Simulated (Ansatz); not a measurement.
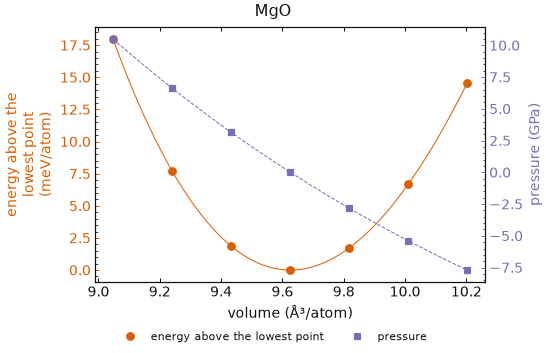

Method: equation of state of a cubic crystal from periodic Kohn-Sham density functional theory without spin, third-order Birch-Murnaghan fit to the free energies; pressure corrected for the finite basis (Ansatz 0.2.0 development build). Level: PBE.

- structure type: rock salt
- atoms in cell: 2
- space group number: 225
- lattice centring: face-centred primitive
- k mesh: 44×44×44
- occupation method: Fermi–Dirac
- occupation width: 0.06123 eV
- wave cutoff: 420 eV
- datasets: soft-1 PAW
- density tolerance: 1e−07 eV
- bands: 12
- density cutoff ratio: 4
- search for lower states: default

Energy above the lowest point and pressure against volume for MgO, space group Fm-3m (No. 225) (one of a set of cubic test structures, which need not be the stable phase).

A third-order Birch–Murnaghan fit gives V0 = 9.63 Å³/atom, B0 = 149 GPa and B′ = 4.1. The energy above the lowest point is 18.0 meV/atom at volume 9.05 Å³/atom and 14.5 meV/atom at 10.20 Å³/atom; the lowest computed point is at volume 9.62 Å³/atom (0.0 meV/atom), in a single well. The pressure falls from 10.5 GPa at volume 9.05 Å³/atom to −7.7 GPa at 10.20 Å³/atom, and changes sign near 9.63 Å³/atom.
